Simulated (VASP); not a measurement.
# Efg calculation of Mo$_{8}$HS$_{15}$ (charge +1) (part 2 of 4)

Continued. System: Mo$_{8}$HS$_{15}$ (defect cell, 24 atoms in the cell, total charge +1). Method: Kohn-Sham DFT of a periodic cell, PBE, VASP PAW PBE potentials, recommended, no spin polarisation (VASP 6.6.1); cutoff 520 eV, 4×4×2 k-mesh, fermi-dirac of 0.01 eV. The structure derives from an entry of the Crystallography Open Database. It belongs to a series of runs on one base structure; here: H on a S site, charge +1, host positions.

Geometry of the input (Å; fractional positions):
```
6.3380  0.0000  0.0000
-3.1690  5.4889  0.0000
0.0000  0.0000  12.3240
Mo 0.1667  0.3333  0.2500
Mo 0.1667  0.8333  0.2500
Mo 0.6667  0.3333  0.2500
Mo 0.6667  0.8333  0.2500
Mo 0.3333  0.1667  0.7500
Mo 0.3333  0.6667  0.7500
Mo 0.8333  0.1667  0.7500
Mo 0.8333  0.6667  0.7500
H  0.1667  0.3333  0.6230
S  0.1667  0.8333  0.6230
S  0.6667  0.3333  0.6230
S  0.6667  0.8333  0.6230
S  0.3333  0.1667  0.1230
S  0.3333  0.6667  0.1230
S  0.8333  0.1667  0.1230
S  0.8333  0.6667  0.1230
S  0.1667  0.3333  0.8770
S  0.1667  0.8333  0.8770
S  0.6667  0.3333  0.8770
S  0.6667  0.8333  0.8770
S  0.3333  0.1667  0.3770
S  0.3333  0.6667  0.3770
S  0.8333  0.1667  0.3770
S  0.8333  0.6667  0.3770
```

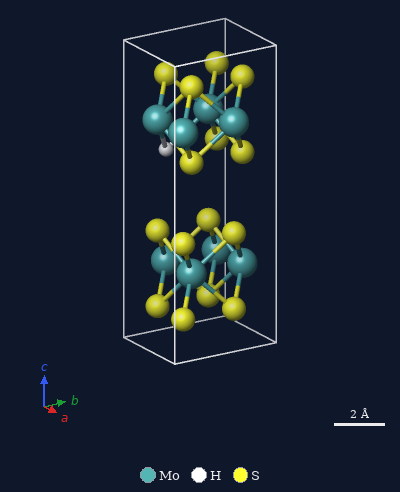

Fig. 1: The structure (ball-and-stick view of the cell of the calculation, seen slightly off an axis). An atom can appear more than once, as a periodic image.

### Parts of OUTCAR, continued
```
     94       5.8055      2.00000
     95       5.8152      2.00000
     96       5.8197      2.00000
     97       5.9471      2.00000
     98       6.0818      2.00000
     99       6.0899      2.00000
    100       6.0899      2.00000
    101       7.0720      0.00000
    102       7.2124      0.00000
    103       7.2124      0.00000
    104       8.3420      0.00000
    105       8.3813      0.00000
    106       8.3826      0.00000
    107       8.8518      0.00000
    108       8.8835      0.00000
    109       8.9456      0.00000
    110       9.0268      0.00000
    111       9.0384      0.00000
    112       9.0472      0.00000
    113       9.0486      0.00000

 k-point     2 :       0.2500    0.0000    0.0000
  band No.  band energies     occupation
      1     -54.9049      2.00000
      2     -54.8818      2.00000
      3     -54.8780      2.00000
      4     -54.8084      2.00000
      5     -54.1236      2.00000
      6     -54.0962      2.00000
      7     -54.0902      2.00000
      8     -54.0880      2.00000
      9     -29.1887      2.00000
     10     -29.1779      2.00000
     11     -29.1218      2.00000
     12     -28.9899      2.00000
     13     -28.9863      2.00000
     14     -28.9849      2.00000
     15     -28.9711      2.00000
     16     -28.8982      2.00000
     17     -28.8941      2.00000
     18     -28.8664      2.00000
     19     -28.8410      2.00000
     20     -28.8035      2.00000
     21     -28.4064      2.00000
     22     -28.4042      2.00000
     23     -28.3800      2.00000
     24     -28.2724      2.00000
     25     -28.2178      2.00000
     26     -28.2070      2.00000
     27     -28.2043      2.00000
     28     -28.1713      2.00000
     29     -28.1699      2.00000
     30     -28.1266      2.00000
     31     -28.1081      2.00000
     32     -28.0635      2.00000
     33      -7.6704      2.00000
     34      -7.1110      2.00000
     35      -6.6050      2.00000
     36      -6.4301      2.00000
     37      -6.1748      2.00000
     38      -6.0851      2.00000
     39      -6.0013      2.00000
     40      -5.9669      2.00000
     41      -5.9313      2.00000
     42      -5.8009      2.00000
     43      -5.4748      2.00000
     44      -5.4698      2.00000
     45      -5.4317      2.00000
     46      -5.2964      2.00000
     47      -5.2900      2.00000
     48       0.4662      2.00000
     49       0.5421      2.00000
     50       0.7874      2.00000
     51       0.8146      2.00000
     52       1.1327      2.00000
     53       1.2502      2.00000
     54       1.2788      2.00000
     55       1.3137      2.00000
     56       1.6061      2.00000
     57       1.7380      2.00000
     58       1.7964      2.00000
     59       1.8350      2.00000
     60       1.8755      2.00000
     61       1.9580      2.00000
     62       2.0929      2.00000
     63       2.2300      2.00000
     64       2.3488      2.00000
     65       2.7182      2.00000
     66       2.8827      2.00000
     67       2.8980      2.00000
     68       2.9468      2.00000
     69       2.9707      2.00000
     70       3.1830      2.00000
     71       3.3507      2.00000
     72       3.5080      2.00000
     73       3.5687      2.00000
     74       3.5690      2.00000
     75       3.6965      2.00000
     76       3.7830      2.00000
     77       3.7842      2.00000
     78       3.8688      2.00000
     79       4.2289      2.00000
     80       4.2301      2.00000
     81       4.3169      2.00000
     82       4.3459      2.00000
     83       4.4138      2.00000
     84       4.6474      2.00000
     85       4.7965      2.00000
     86       4.8445      2.00000
     87       4.8907      2.00000
     88       4.9321      2.00000
     89       4.9348      2.00000
     90       4.9694      2.00000
     91       5.0353      2.00000
     92       5.1212      2.00000
     93       5.4180      2.00000
     94       5.5759      2.00000
     95       5.6109      2.00000
     96       5.7533      2.00000
     97       5.8339      2.00000
     98       6.0296      2.00000
     99       6.2652      2.00000
    100       6.2704      2.00000
    101       6.6806      1.98957
    102       6.9589      0.00000
    103       7.3237      0.00000
    104       8.2428      0.00000
    105       8.3326      0.00000
    106       8.4478      0.00000
    107       8.5599      0.00000
    108       8.7467      0.00000
    109       8.7942      0.00000
    110       8.8597      0.00000
    111       8.9914      0.00000
    112       9.0184      0.00000
    113       9.0977      0.00000

 k-point     3 :       0.5000    0.0000    0.0000
  band No.  band energies     occupation
      1     -54.8971      2.00000
      2     -54.8888      2.00000
      3     -54.8780      2.00000
      4     -54.8093      2.00000
      5     -54.1115      2.00000
      6     -54.1078      2.00000
      7     -54.0907      2.00000
      8     -54.0880      2.00000
      9     -29.1462      2.00000
     10     -29.1305      2.00000
     11     -29.0463      2.00000
     12     -29.0224      2.00000
     13     -29.0157      2.00000
     14     -28.9712      2.00000
     15     -28.9622      2.00000
     16     -28.9530      2.00000
     17     -28.9137      2.00000
     18     -28.8905      2.00000
     19     -28.8625      2.00000
     20     -28.8153      2.00000
     21     -28.3659      2.00000
     22     -28.3627      2.00000
     23     -28.2471      2.00000
     24     -28.2468      2.00000
     25     -28.2443      2.00000
     26     -28.2432      2.00000
     27     -28.2138      2.00000
     28     -28.2117      2.00000
     29     -28.2073      2.00000
     30     -28.2043      2.00000
     31     -28.0968      2.00000
     32     -28.0935      2.00000
     33      -7.2199      2.00000
     34      -6.9825      2.00000
     35      -6.5143      2.00000
     36      -6.5052      2.00000
     37      -6.4263      2.00000
     38      -6.2680      2.00000
     39      -6.1869      2.00000
     40      -6.0107      2.00000
     41      -5.9576      2.00000
     42      -5.7021      2.00000
     43      -5.6993      2.00000
     44      -5.4881      2.00000
     45      -5.4830      2.00000
     46      -5.2844      2.00000
     47      -5.2773      2.00000
     48       0.8496      2.00000
     49       0.9088      2.00000
     50       1.0460      2.00000
     51       1.0535      2.00000
     52       1.2365      2.00000
     53       1.5311      2.00000
     54       1.6001      2.00000
     55       1.6638      2.00000
     56       1.7919      2.00000
     57       1.8174      2.00000
     58       1.8620      2.00000
     59       1.8881      2.00000
     60       1.9511      2.00000
     61       2.3297      2.00000
     62       2.3662      2.00000
     63       2.4729      2.00000
     64       2.5287      2.00000
     65       2.8043      2.00000
     66       2.8366      2.00000
     67       2.9567      2.00000
     68       2.9732      2.00000
     69       3.0226      2.00000
     70       3.0430      2.00000
     71       3.1140      2.00000
     72       3.2083      2.00000
     73       3.2299      2.00000
     74       3.3358      2.00000
     75       3.5335      2.00000
     76       3.5671      2.00000
     77       3.6040      2.00000
     78       3.7556      2.00000
     79       3.8795      2.00000
     80       3.9301      2.00000
     81       4.0059      2.00000
     82       4.2857      2.00000
     83       4.2874      2.00000
     84       4.2974      2.00000
     85       4.3154      2.00000
     86       4.4621      2.00000
     87       4.6797      2.00000
     88       5.0058      2.00000
     89       5.0074      2.00000
     90       5.0680      2.00000
     91       5.0952      2.00000
     92       5.2196      2.00000
     93       5.3077      2.00000
     94       5.4938      2.00000
     95       5.5386      2.00000
     96       5.5483      2.00000
     97       5.5939      2.00000
     98       5.9869      2.00000
     99       5.9905      2.00000
    100       6.2395      2.00000
    101       6.2417      2.00000
    102       6.7387      0.72628
    103       7.3954      0.00000
    104       8.0378      0.00000
    105       8.2499      0.00000
    106       8.2848      0.00000
    107       8.4490      0.00000
    108       8.5720      0.00000
    109       8.8310      0.00000
    110       8.8458      0.00000
    111       8.9144      0.00000
    112       9.0628      0.00000
    113       9.0872      0.00000

 k-point     4 :       0.2500    0.2500    0.0000
  band No.  band energies     occupation
      1     -54.8977      2.00000
      2     -54.8875      2.00000
      3     -54.8787      2.00000
      4     -54.8092      2.00000
      5     -54.1140      2.00000
      6     -54.1010      2.00000
      7     -54.0979      2.00000
      8     -54.0852      2.00000
      9     -29.1432      2.00000
     10     -29.1181      2.00000
     11     -29.0710      2.00000
     12     -29.0416      2.00000
     13     -28.9993      2.00000
     14     -28.9804      2.00000
     15     -28.9632      2.00000
     16     -28.9267      2.00000
     17     -28.8996      2.00000
     18     -28.8887      2.00000
     19     -28.8781      2.00000
     20     -28.8196      2.00000
     21     -28.3689      2.00000
     22     -28.3214      2.00000
     23     -28.3209      2.00000
     24     -28.2572      2.00000
     25     -28.2531      2.00000
     26     -28.2270      2.00000
     27     -28.2238      2.00000
     28     -28.1993      2.00000
     29     -28.1976      2.00000
     30     -28.1381      2.00000
     31     -28.1377      2.00000
     32     -28.0923      2.00000
     33      -7.2978      2.00000
     34      -6.7353      2.00000
     35      -6.6980      2.00000
     36      -6.5433      2.00000
     37      -6.4060      2.00000
     38      -6.2119      2.00000
     39      -6.0317      2.00000
     40      -6.0282      2.00000
     41      -5.9799      2.00000
     42      -5.8729      2.00000
     43      -5.7692      2.00000
     44      -5.5118      2.00000
     45      -5.5078      2.00000
     46      -5.2376      2.00000
     47      -5.1704      2.00000
     48       0.7878      2.00000
     49       0.8975      2.00000
     50       0.9376      2.00000
     51       1.1848      2.00000
     52       1.3925      2.00000
     53       1.4406      2.00000
     54       1.4993      2.00000
     55       1.6896      2.00000
     56       1.7147      2.00000
     57       1.7408      2.00000
     58       1.9302      2.00000
     59       2.1041      2.00000
     60       2.2335      2.00000
     61       2.2529      2.00000
     62       2.4801      2.00000
     63       2.5218      2.00000
     64       2.5642      2.00000
     65       2.6115      2.00000
     66       2.8305      2.00000
     67       2.8471      2.00000
     68       2.9198      2.00000
     69       2.9678      2.00000
     70       2.9929      2.00000
     71       3.1105      2.00000
     72       3.1173      2.00000
     73       3.1912      2.00000
     74       3.2979      2.00000
     75       3.5250      2.00000
     76       3.5630      2.00000
     77       3.6157      2.00000
     78       3.6560      2.00000
     79       3.7928      2.00000
     80       3.9082      2.00000
     81       3.9522      2.00000
     82       4.1092      2.00000
     83       4.1264      2.00000
     84       4.4599      2.00000
     85       4.5942      2.00000
     86       4.7242      2.00000
     87       4.7532      2.00000
     88       4.8103      2.00000
     89       4.8152      2.00000
     90       4.9865      2.00000
     91       5.0899      2.00000
     92       5.3321      2.00000
     93       5.4255      2.00000
     94       5.4397      2.00000
     95       5.5383      2.00000
     96       5.8396      2.00000
     97       5.9166      2.00000
     98       5.9322      2.00000
     99       5.9389      2.00000
    100       6.1854      2.00000
    101       6.6175      1.99998
    102       6.7959      0.00375
    103       7.4626      0.00000
    104       7.9807      0.00000
    105       8.0329      0.00000
    106       8.1166      0.00000
    107       8.4699      0.00000
    108       8.5161      0.00000
    109       8.6403      0.00000
    110       8.6568      0.00000
    111       8.6941      0.00000
    112       8.9296      0.00000
    113       8.9756      0.00000

 k-point     5 :       0.0000    0.0000    0.5000
  band No.  band energies     occupation
      1     -54.9095      2.00000
      2     -54.8780      2.00000
      3     -54.8780      2.00000
      4     -54.8075      2.00000
      5     -54.1293      2.00000
      6     -54.0926      2.00000
      7     -54.0880      2.00000
      8     -54.0880      2.00000
      9     -29.2185      2.00000
     10     -29.2185      2.00000
     11     -29.1560      2.00000
     12     -29.0018      2.00000
     13     -28.9760      2.00000
     14     -28.9760      2.00000
     15     -28.9610      2.00000
     16     -28.8925      2.00000
     17     -28.8646      2.00000
     18     -28.8646      2.00000
     19     -28.7942      2.00000
     20     -28.7942      2.00000
     21     -28.4359      2.00000
     22     -28.4359      2.00000
     23     -28.4331      2.00000
     24     -28.2836      2.00000
     25     -28.2091      2.00000
     26     -28.2042      2.00000
     27     -28.2042      2.00000
     28     -28.1401      2.00000
     29     -28.1401      2.00000
     30     -28.1385      2.00000
     31     -28.0503      2.00000
     32     -28.0503      2.00000
     33      -7.8625      2.00000
     34      -7.3990      2.00000
     35      -6.5852      2.00000
     36      -6.1617      2.00000
     37      -6.1617      2.00000
     38      -6.0779      2.00000
     39      -5.9777      2.00000
     40      -5.9777      2.00000
     41      -5.9657      2.00000
     42      -5.4642      2.00000
     43      -5.4553      2.00000
     44      -5.4553      2.00000
     45      -5.3108      2.00000
     46      -5.3030      2.00000
     47      -5.3030      2.00000
     48       0.2007      2.00000
     49       0.5443      2.00000
     50       0.5734      2.00000
     51       0.5734      2.00000
     52       0.8886      2.00000
     53       0.9349      2.00000
     54       0.9349      2.00000
     55       0.9515      2.00000
     56       1.1614      2.00000
     57       1.5985      2.00000
     58       1.5985      2.00000
     59       1.8288      2.00000
     60       1.8288      2.00000
     61       1.8605      2.00000
     62       2.1903      2.00000
     63       2.2719      2.00000
     64       2.2719      2.00000
     65       2.6713      2.00000
     66       2.6713      2.00000
     67       2.6992      2.00000
     68       2.9251      2.00000
     69       3.2622      2.00000
     70       3.2622      2.00000
     71       3.4840      2.00000
     72       3.5952      2.00000
     73       3.5952      2.00000
     74       3.5980      2.00000
     75       3.7702      2.00000
     76       3.7702      2.00000
     77       4.1752      2.00000
     78       4.1752      2.00000
     79       4.2710      2.00000
     80       4.2710      2.00000
     81       4.4736      2.00000
     82       4.7360      2.00000
     83       4.7654      2.00000
     84       4.7654      2.00000
     85       4.7939      2.00000
     86       4.8154      2.00000
     87       4.8154      2.00000
     88       5.1561      2.00000
     89       5.1950      2.00000
     90       5.2746      2.00000
     91       5.2746      2.00000
     92       5.5415      2.00000
     93       5.5415      2.00000
     94       5.8033      2.00000
     95       5.8033      2.00000
     96       5.8050      2.00000
     97       6.0864      2.00000
     98       6.0890      2.00000
     99       6.0890      2.00000
    100       6.4736      2.00000
    101       7.0048      0.00000
    102       7.2079      0.00000
    103       7.2079      0.00000
    104       8.3399      0.00000
    105       8.3801      0.00000
    106       8.3808      0.00000
    107       8.8612      0.00000
    108       8.9019      0.00000
    109       8.9144      0.00000
    110       9.0305      0.00000
    111       9.0351      0.00000
    112       9.0435      0.00000
    113       9.0471      0.00000

 k-point     6 :       0.2500    0.0000    0.5000
  band No.  band energies     occupation
      1     -54.9049      2.00000
      2     -54.8818      2.00000
      3     -54.8780      2.00000
      4     -54.8084      2.00000
      5     -54.1236      2.00000
      6     -54.0962      2.00000
      7     -54.0902      2.00000
      8     -54.0880      2.00000
      9     -29.1887      2.00000
     10     -29.1779      2.00000
     11     -29.1218      2.00000
     12     -28.9899      2.00000
     13     -28.9863      2.00000
     14     -28.9849      2.00000
     15     -28.9711      2.00000
     16     -28.8982      2.00000
     17     -28.8941      2.00000
     18     -28.8664      2.00000
     19     -28.8410      2.00000
     20     -28.8035      2.00000
     21     -28.4064      2.00000
     22     -28.4042      2.00000
     23     -28.3800      2.00000
     24     -28.2724      2.00000
     25     -28.2178      2.00000
     26     -28.2070      2.00000
     27     -28.2043      2.00000
     28     -28.1713      2.00000
     29     -28.1699      2.00000
     30     -28.1266      2.00000
     31     -28.1081      2.00000
     32     -28.0635      2.00000
     33      -7.6544      2.00000
     34      -7.1737      2.00000
     35      -6.5195      2.00000
     36      -6.4221      2.00000
     37      -6.1739      2.00000
     38      -6.0961      2.00000
     39      -6.0045      2.00000
     40      -5.9755      2.00000
     41      -5.9687      2.00000
     42      -5.7881      2.00000
     43      -5.4745      2.00000
     44      -5.4677      2.00000
     45      -5.4363      2.00000
     46      -5.2965      2.00000
     47      -5.2912      2.00000
     48       0.4858      2.00000
     49       0.6967      2.00000
     50       0.8133      2.00000
     51       0.9025      2.00000
     52       1.0781      2.00000
     53       1.2017      2.00000
     54       1.2246      2.00000
     55       1.2437      2.00000
     56       1.3385      2.00000
     57       1.6539      2.00000
     58       1.7630      2.00000
     59       1.8370      2.00000
     60       1.8668      2.00000
     61       1.9589      2.00000
     62       2.2579      2.00000
     63       2.3091      2.00000
     64       2.4922      2.00000
     65       2.6325      2.00000
     66       2.6667      2.00000
     67       2.8355      2.00000
     68       3.0259      2.00000
     69       3.0965      2.00000
```
